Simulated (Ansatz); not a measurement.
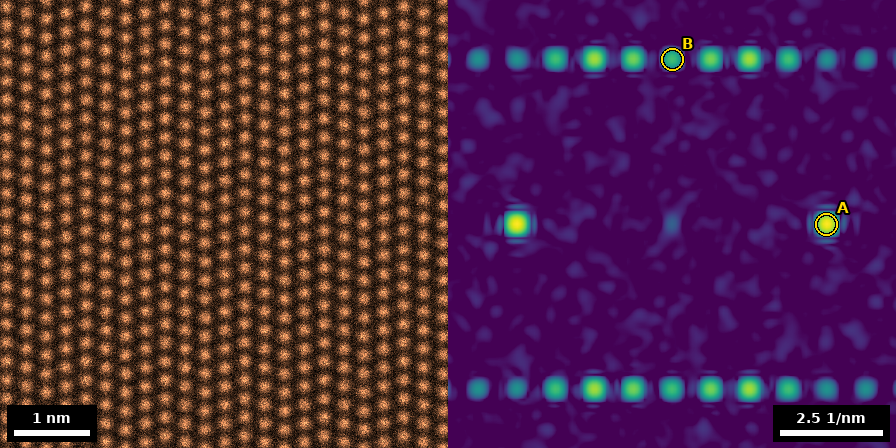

iDPC-like image of a crystal. Simulated as the projected potential of neutral atoms (B = 0.3 Å²) blurred by a 1.15 Å probe, the thin-sample limit of integrated differential phase contrast. Shot noise was added.

The right panel is the modulus of the image's Fourier transform on a logarithmic scale.

Question: Which lattice spacings do the marked spots stand for, and what angle do A and B enclose?

Answer: A: 2.6 Å, B: 2.5 Å; A and B enclose about 90°.

The crystal is Nb (P6_3/mmc, No. 194) along [100]; the spots are (004) and (0 -1 0). Structure: the end point of a relaxation with DFT, r2SCAN, plane waves (500 eV) with PAW, scalar-relativistic (Ansatz); the starting structure was generated, so it need not be a known form of this composition.
